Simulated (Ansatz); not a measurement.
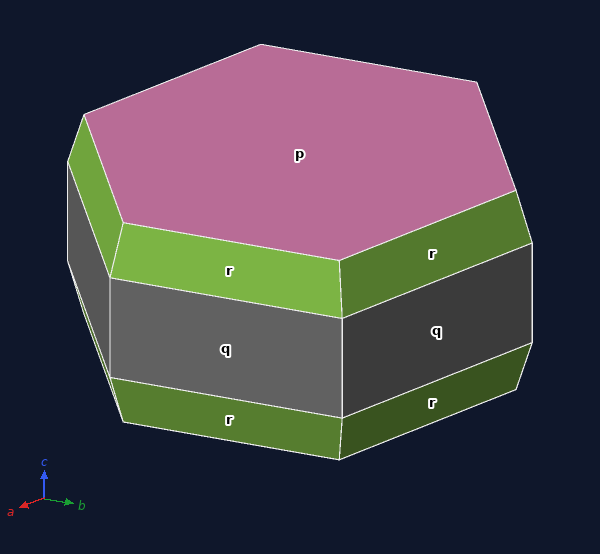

BFDH (Bravais–Friedel–Donnay–Harker) growth shape, computed from the cell and space group alone: each face lies at a distance from the centre proportional to 1/d(hkl), with d taken for the first order that the space group does not extinguish. It ignores bonding, solvent and kinetics. Faces of one form share a colour. Cell of Ni: space group P6_3/mmc (No. 194), a = 2.487 Å, b = 2.487 Å, c = 8.144 Å, α = 90.00°, β = 90.00°, γ = 120.00°. Origin: the end point of a relaxation with DFT, PBE, plane waves (420 eV) with PAW, scalar-relativistic in Ansatz 0.2.0; the starting structure was generated, so it need not be a known form of this composition. Forms under 0.4 % of the area are left out.

Question: Give the Miller indices of each colour.

Answer: pink (p): {002} (d = 4.07 Å, 45 % of the area); grey (q): {100} (d = 2.15 Å, 28 % of the area); green (r): {101} (d = 2.08 Å, 27 % of the area).
